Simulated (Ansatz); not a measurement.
## Run report: SnO, geometry relaxation (part 2 of 2)

Continued. System: SnO (slab, 4 atoms in the cell). Method: DFT PBE+D3(BJ), scalar-relativistic, plane waves, PAW, no spin polarisation (Ansatz 0.2.0); cutoff 420 eV, 6×6×1 k-mesh, Gaussian smearing of 0.02 eV. The structure derives from an entry of the Crystallography Open Database. It belongs to a series of runs on one base structure; here: strain along y +0.020, atoms relaxed.

Geometry of the input (Å; fractional positions):
```
3.8207  0.0000  0.0000
-0.0000  3.8971  0.0000
0.0000  0.0000  30.6344
Sn 0.9999  0.9999  0.4614
O  0.9999  0.4999  0.5000
O  0.4999  0.9999  0.5000
Sn 0.4998  0.4998  0.5386
```

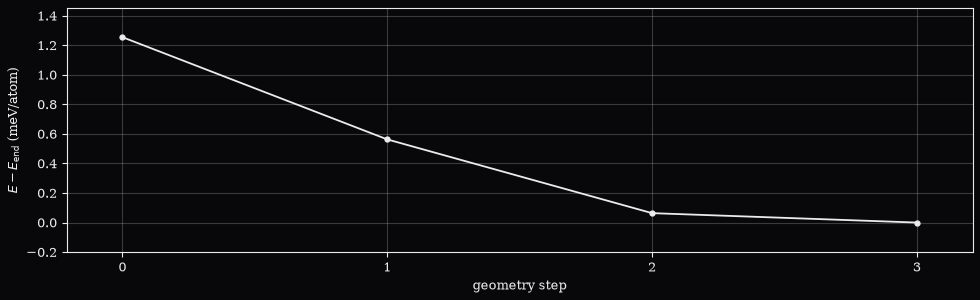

**Figure 1.** Progress of the relaxation, step by step (the first geometry is step 0 here and step 1 in the log).

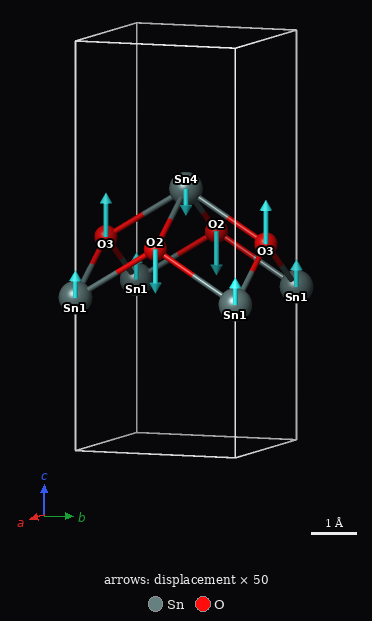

**Figure 2.** The starting structure with the displacements as teal arrows, magnified 50 times (ball-and-stick view of the cell of the calculation, with the vacuum cut short, seen slightly off an axis). The largest moves, 0.020 Å, are those of O2 and O3. By element the largest moves are O 0.020 Å, Sn 0.013 Å. The cell doesn't change. Among the contacts that change: O3–Sn4 2.279 → 2.262 Å, O2–Sn4 2.246 → 2.251 Å. The energy falls by 1.3 meV per atom in 3 geometry steps. The largest force component goes from 0.21 to 0.0017 eV/Å. (Atoms are counted from 1 in the order of the input.)

```
NSCF: frozen V_eff on 41 k-points
WARN: The output density's exchange-correlation potential varies sharply where the density is thin. Do not read a vacuum level from v_tot or v_xc, or from such a field of the output density. On a cell that repeats whose density bears no net charge and no dipole along the vacuum's axis use v_es (v_loc + v_h of the components); under efield.dipole_correction with no amplitude use v_es + v_field, which holds any external_charges[].barrier, or the levels of the report's work_function block, which leave it out; under a non-zero efield.amplitude the vacuum is tilted and has no level; on a cell that repeats and bears such a dipole with no correction it is tilted too, and efield.dipole_correction with no amplitude gives each side of its ramp a level where efield: is served; in a cell that repeats whose density bears a net charge (total_charge, or a fill off its count) it is curved and has none; of a slab under crystal.periodic whose density bears no net charge use v_es, which has a level on each side, short of where the two are joined; of another it falls or rises all the way out and has none; of a slab beside external_charges read slab_vacuum_level instead, which it has where they leave it neutral. The grid or the basis barely resolves most such structure, and the values can differ between equally converged runs; as a rule a tighter scf.convergence.dr2_threshold does not remove it. Where the density itself ripples (under the LDA too) a higher basis.ecutwfc lessens it. The files hold the spikes' plane waves up to the density's cutoff. Files: v_tot_of_output_density and the like, and their columns of v_z.tsv (output.write_potential); v_xc_of_output_density and the like, and their columns of v_comp_z.tsv (output.write_potential_components). Measured: with its Gaussian average of σ = 0.25 Å subtracted twice, the exchange-correlation potential is over 0.1 eV at 10 of the grid points where the equally averaged density (valence and model cores) is under 1e-3 e/Å³, and 0.129 eV at the most among them, at an averaged density of 8.7e-4 e/Å³. The input density's (outcome.potential() and, of a run that writes arrays, v_tot and v_xc) is over 0.1 eV, so measured, at 10 points of its own thin density, 0.128 eV at the most. See output.write_potential in the manual, Limitations
SCF converged after 5 iterations
Free energy (F): -13183.804677 eV
Harris-Foulkes:  -13183.804677 eV  (|F-HF|=2.71e-8)
Internal energy: -13183.804677 eV  (E = F + TS)
E sigma→0 (E₀):  -13183.804677 eV
Fermi energy:    -3.845640 eV
--- Per-component energies (eV) ---
  E_band       = -740.072190
  E_kinetic    = 721.427730
  E_local      = -64987.675574  (includes V_loc(G=0)·N_el)
  E_nonlocal   = 31.590367
  E_hartree    = 32326.528881
  E_xc         = -912.254277
  E_vxc        = -379.347125  (∫ρ·V_xc dr)
  E_paw        = -8587.149516  (= ΣΔE_a)
  E_vpaw       = -779.157762  (= ΣTr[D̂ρ^β])
  E_aug_tail   = 0.004775  (compensation charges beyond the density's cutoff)
  E_ewald      = 28224.260899
  E_disp       = -0.537963  (pairwise vdW)
  E_smearing   = -0.000000  (= −TS)
  E_closure    = 0.000000  (closes the sum)
  Σ components = -13183.804677   (vs F -13183.804677, Δ=0.00e0)
--- Forces (eV/Å), atoms counted from 1 ---
  atom   1  Sn     0.00000000     0.00000000     0.00009386
  atom   2  O     -0.00000000     0.00000000     0.00167089
  atom   3  O      0.00000000     0.00000000    -0.00167089
  atom   4  Sn     0.00000000    -0.00000000    -0.00009386
  max |Σ_I F_I| component: 1.03e-25 eV/Å
--- 2D stress c σ (N/m, compression-positive) ---
       -0.728853      -0.000000       0.000000
       -0.000000      -0.699743       0.000000
        0.000000       0.000000       0.000000
  P = ½ c Tr σ = -0.7143 N/m
--- Band table (eV; the first three rows and the last of 16) ---
  k-point 0: bands = ["-25.9427", "-25.5947", "-25.5604", "-25.5602", "-25.5504", "-25.5171", "-25.5169", "-25.4902", "-25.4838", "-25.4802", "-23.9039", "-21.5244", "-12.1361", "-10.0429", "-9.9081", "-9.0703", "-7.3990", "-7.0750", "-7.0618", "-5.3754", "-2.3481", "-2.3066", "-0.1732", "-0.0677"]
  k-point 1: bands = ["-25.9287", "-25.6026", "-25.5633", "-25.5584", "-25.5554", "-25.5449", "-25.5137", "-25.5092", "-25.4842", "-25.4741", "-23.7085", "-21.6556", "-12.0952", "-9.9810", "-9.7444", "-9.4801", "-7.6551", "-7.2997", "-6.9431", "-5.3610", "-1.8053", "-1.7722", "-0.8247", "0.1096"]
  k-point 2: bands = ["-25.8894", "-25.7122", "-25.5690", "-25.5651", "-25.5523", "-25.5492", "-25.5051", "-25.4901", "-25.4873", "-25.4708", "-23.2206", "-22.0392", "-11.8995", "-10.4585", "-9.6341", "-9.2825", "-8.1575", "-7.8811", "-6.5806", "-5.4455", "-1.8140", "-1.5168", "-0.5817", "-0.1908"]
  k-point 15: bands = ["-25.8695", "-25.8695", "-25.5672", "-25.5672", "-25.5332", "-25.5332", "-25.4740", "-25.4740", "-25.4626", "-25.4626", "-22.3588", "-22.3588", "-12.7738", "-12.7738", "-9.1218", "-9.1218", "-6.4318", "-6.4318", "-6.0542", "-6.0542", "-2.2480", "-2.2480", "-0.1322", "-0.1322"]
--- Relaxed structure (4 steps of the walk, 4 accepted, 0 SCFs on fresh bases) ---
  F+E_penalty+E_count = -13183.80467688 eV   max|allowed force component| = 1.671e-3 eV/Å
  cell:  # Å, volume = 456.1259 Å³
    - [3.820650906400262, 5.311093137273668e-6, 0.0]
    - [-5.417314999979487e-6, 3.8970639244997414, 0.0]
    - [0.0, 0.0, 30.6344298628]
  atoms:
    - { symbol: Sn, position: [0.9998506634499998, 0.99985066345, 0.46182594490752693] }
    - { symbol: O, position: [0.9998506634499998, 0.49985066345, 0.49933757627532177] }
    - { symbol: O, position: [0.49985066344999995, 0.99985066345, 0.5006624237246782] }
    - { symbol: Sn, position: [0.49985066345, 0.49985066345, 0.5381740550924732] }
```

## Trajectory as extended XYZ (Å, eV, eV/Å), 4 frames, from step=1 to step=4
```
4
Lattice="3.8207 0.0000 0.0000 -0.0000 3.8971 0.0000 0.0000 0.0000 30.6344" Properties=species:S:1:pos:R:3:forces:R:3 step=1 energy=-13183.79966
Sn    3.8201    3.8965   14.1352    0.0000   0.0000   0.2063
O     3.8201    1.9480   15.3172    0.0000   0.0000  -0.1185
O     1.9097    3.8965   15.3172    0.0000   0.0000   0.1185
Sn    1.9098    1.9480   16.4992    0.0000   0.0000  -0.2063
4
Lattice="3.8207 0.0000 0.0000 -0.0000 3.8971 0.0000 0.0000 0.0000 30.6344" Properties=species:S:1:pos:R:3:forces:R:3 step=2 energy=-13183.80242
Sn    3.8201    3.8965   14.1585    0.0000   0.0000  -0.1901
O     3.8201    1.9480   15.3028    0.0000   0.0000  -0.0397
O     1.9097    3.8965   15.3317    0.0000   0.0000   0.0397
Sn    1.9098    1.9480   16.4759    0.0000   0.0000   0.1901
4
Lattice="3.8207 0.0000 0.0000 -0.0000 3.8971 0.0000 0.0000 0.0000 30.6344" Properties=species:S:1:pos:R:3:forces:R:3 step=3 energy=-13183.80442
Sn    3.8201    3.8965   14.1490    0.0000   0.0000  -0.0234
O     3.8201    1.9480   15.3031    0.0000   0.0000  -0.0381
O     1.9097    3.8965   15.3313    0.0000   0.0000   0.0381
Sn    1.9098    1.9480   16.4854    0.0000   0.0000   0.0234
4
Lattice="3.8207 0.0000 0.0000 -0.0000 3.8971 0.0000 0.0000 0.0000 30.6344" Properties=species:S:1:pos:R:3:forces:R:3 step=4 energy=-13183.80468
Sn    3.8201    3.8965   14.1478    0.0000   0.0000   0.0001
O     3.8201    1.9480   15.2969    0.0000   0.0000   0.0017
O     1.9097    3.8965   15.3375    0.0000   0.0000  -0.0017
Sn    1.9098    1.9480   16.4867    0.0000   0.0000  -0.0001
```

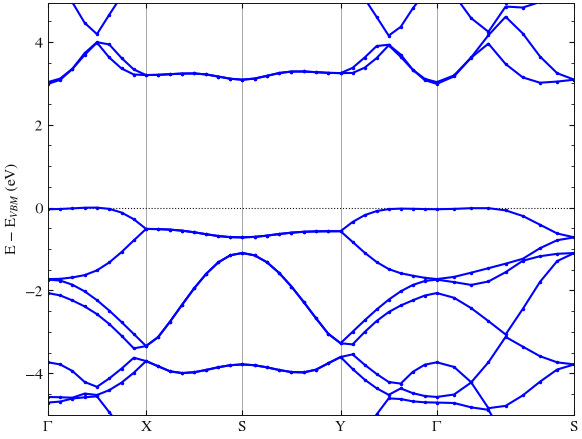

**Figure 3.** Band structure along Γ–X–S–Y–Γ–S, with energies from the valence-band top. There is a gap of 2.99 eV on this path.

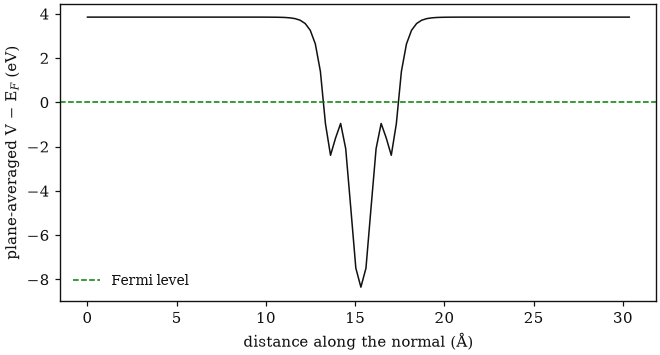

**Figure 4.** Plane average of the electrostatic potential energy of an electron across the cell, from the Fermi level. The vacuum level lies 3.85 eV above the Fermi level.

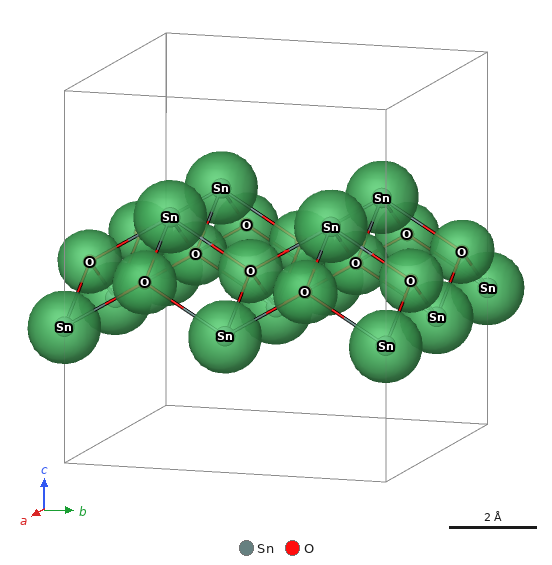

**Figure 5.** Isosurface of the valence charge density (pseudo) at 1 e/Å³ (green), seen slightly off an axis. Sticks mark near contacts. At this value the density breaks into separate islands; it holds about 65 % of the electrons treated as valence (semicore included). It is pinched off along the Sn–O (2.25 Å) contacts. On the grid the lowest density along these lines, outside the cores, is 0.45 e/Å³ (Sn–O, 2.25 Å). The fields are those of the smooth PAW valence density.

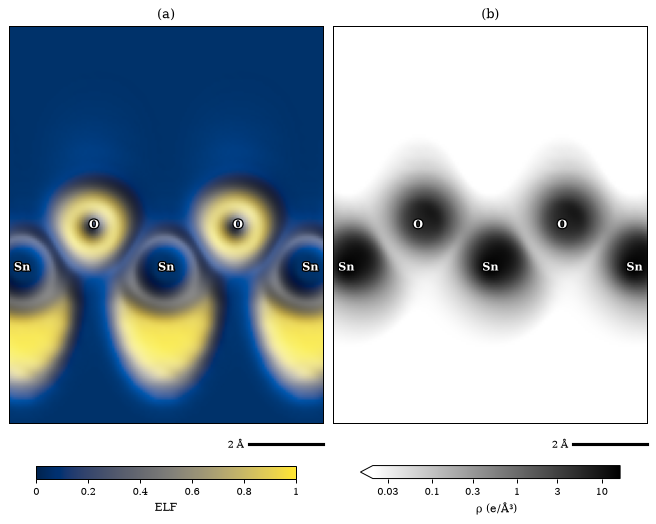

**Figure 6.** (a) electron localisation function; (b) valence charge density (pseudo) on the (100) plane of the calculation cell, a cut from vacuum to vacuum. The section cuts through Sn and O sites. Sn–O (2.26 Å): ρ is about 0.44 e/Å³ halfway; the ELF is about 0.20 at the midpoint. The density dies away to nearly zero in the vacuum.

## Summary

```json
{"quantity": "outcome", "value": "converged"}
{"quantity": "electrons treated", "value": "40"}
{"quantity": "free energy", "value": "−13183.8047 eV"}
{"quantity": "work function, top face", "value": "3.85 eV"}
{"quantity": "work function, bottom face", "value": "3.85 eV"}
{"quantity": "Fermi energy", "value": "−3.846 eV"}
{"quantity": "gap on the k-point mesh", "value": "3.00 eV"}
{"quantity": "gap on the band path", "value": "2.99 eV"}
{"quantity": "final volume", "value": "456.13 Å³"}
{"quantity": "work function (upper face)", "value": "3.85 eV"}
{"quantity": "largest force (length of the vector) at the end", "value": "0.002 eV/Å"}
{"quantity": "wall time", "value": "12 s (CPU time 23 s)"}
{"quantity": "peak memory", "value": "0.74 GiB"}
```

The program warns: the SCF threshold is looser than advised for the printed stress; the structure was made exactly symmetric; the exchange-correlation potential is rough where the density is thin.
